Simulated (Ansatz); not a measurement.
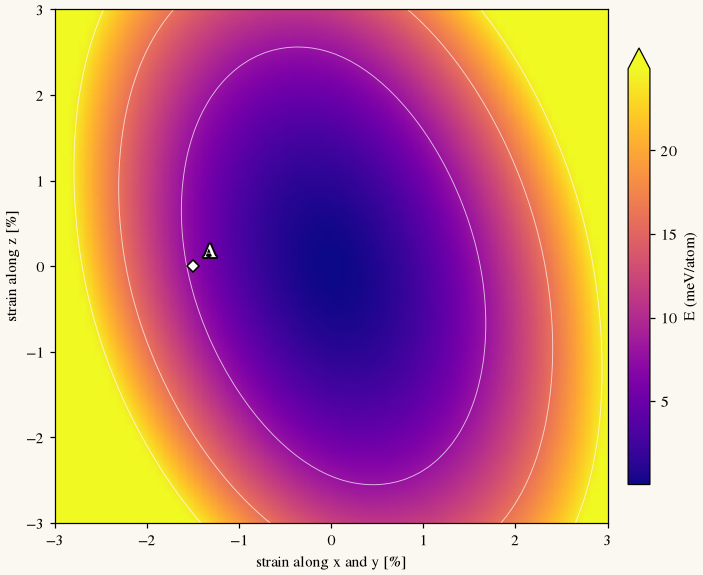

BP (F-43m, No. 216; 2 atoms in the cell). The cell is strained homogeneously, by one strain along x and y and another along z, with fractional coordinates fixed (x, y and z along the cube axes). Coordinates scanned: (1) strain along x and y; (2) strain along z. The grid has 5 × 5 points. Points are written as (first, second). Energies: meV/atom, counted from the lowest grid point. Method: DFT r2SCAN, scalar-relativistic, plane waves, PAW (Ansatz 0.2.0). Settings: cutoff 500 eV, k-mesh 10×10×10, gaussian smearing 0.05 eV, no spin polarisation.

In the figure: a smooth colour map with a few white contour lines, one colour for all values above the top of the scale, the point A. Between grid points the surface is interpolated.

> Is A at rest? If not, where is it pushed?

A, at (−1.5 %, 0.0 %), is not a stationary point. The computed force is 10 meV/atom for each 1 % towards larger values of strain along x and y and 1.7 meV/atom for each 1 % towards larger values of strain along z.
